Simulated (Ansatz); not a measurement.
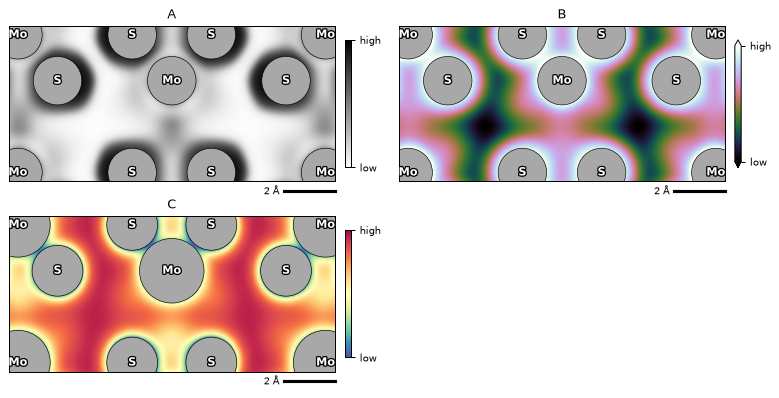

MoS$_{2}$: 3 fields on the (110) plane of the conventional cell, with unlabelled colour scales. Grey discs cover the atomic cores.

Space group P6₃/mmc; a structure from a database of computed crystals, not necessarily the ambient phase; computed without spin polarisation.

Level of theory: DFT LDA, scalar-relativistic, plane waves, PAW (Ansatz 0.2.0).

```yaml
crystal:
  lattice:
    - [3.12220, 0.00000, 0.00000]
    - [-1.56110, 2.70390, 0.00000]
    - [0.00000, 0.00000, 12.07944]
  atoms:
    - { symbol: Mo, position: [0.66667, 0.33333, 0.25000] }
    - { symbol: Mo, position: [0.33333, 0.66667, 0.75000] }
    - { symbol: S, position: [0.66667, 0.33333, 0.62134] }
    - { symbol: S, position: [0.33333, 0.66667, 0.37866] }
    - { symbol: S, position: [0.66667, 0.33333, 0.87866] }
    - { symbol: S, position: [0.33333, 0.66667, 0.12134] }
```

> Match the panels to the quantities (electron localisation function, electrostatic potential energy of an electron and valence pseudo-density).

Panel A: electron localisation function. Panel B: valence pseudo-density. Panel C: electrostatic potential energy of an electron (low next to the atoms, rising into the space between them). From the grid: Mo–S (2.38 Å): ρ is about 0.63 e/Å³ halfway; the ELF peaks at about 0.85 in the valence shell of S, 0.8 Å from its nucleus, and is about 0.45 at the midpoint.
